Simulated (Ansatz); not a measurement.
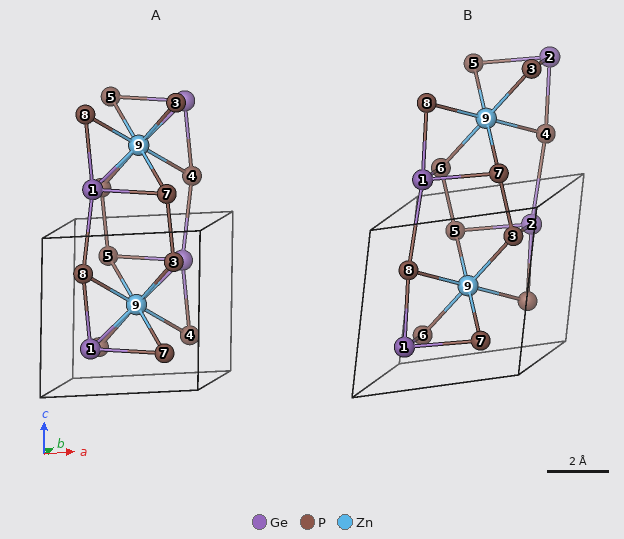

Two geometries of solid ZnGe2P6 (set up in R-3m) (coarse preliminary run), drawn at one scale. One is the start of a relaxation, the other its converged end. A ball-and-stick model of the cell of the calculation, repeated 1 × 1 × 2 with one cell outlined, seen slightly off an axis.

These are results of DFT PBE+D3(BJ), scalar-relativistic, plane waves, PAW in Ansatz, not measurements. Settings: plane-wave cutoff 420 eV; k-point mesh 6 × 6 × 6; occupations gaussian; smearing width 0.1 eV; no spin polarisation; cell and atoms relaxed; force threshold 0.0325 eV/Å; at most 70 steps.

### Which geometry has the lower energy?

Structure B is the relaxed one. Case: 1 Zn put on empty site 1 of 1 host cells, relaxed. After 11 accepted moves (13 points after the start) the energy has fallen by 175 meV per atom. Largest force component: 2.6 eV/Å at the start, 0.0032 eV/Å at the end. Pressure: 5.90 GPa at the start and 0.00 GPa at the end. The SCF was repeated twice at an unchanged geometry on a basis and grid sized afresh for the cell, which shifted the energy by 3.0 meV per atom at most. The largest moves relative to the cell, 0.42 Å, are those of Ge1 and Ge2. Ge1 goes along [−1 −1 −1]. Largest moves by element: Ge 0.42 Å, P 0.32 Å. Zn stays in place. The volume changes by +9.2 %, with a = b = c 5.305 → 5.596 Å (+5.5 %), α 86.0° → 76.1°, β 86.0° → 76.1°, γ 86.0° → 76.1°. Among the contacts that change: Ge1–Zn9 2.337 → 3.233 Å, Ge1–P6 2.819 → 3.049 Å, P3–P7 2.298 → 2.196 Å, P3–Zn9 2.430 → 2.490 Å. Bonds break: Ge1–Zn9 (2.34 → 3.23 Å), Ge2–Zn9 (2.34 → 3.23 Å). Among the angles between lasting bonds that change: Ge2–P4–Zn9 56.2° → 79.6°, P3–Zn9–P4 102.3° → 84.7°, P3–Zn9–P7 77.7° → 95.3°. The space group stays R-3m (No. 166). The run took 2.5 min on 2 threads of Arm Neoverse V1 (shared host), peak memory 0.59 GiB.
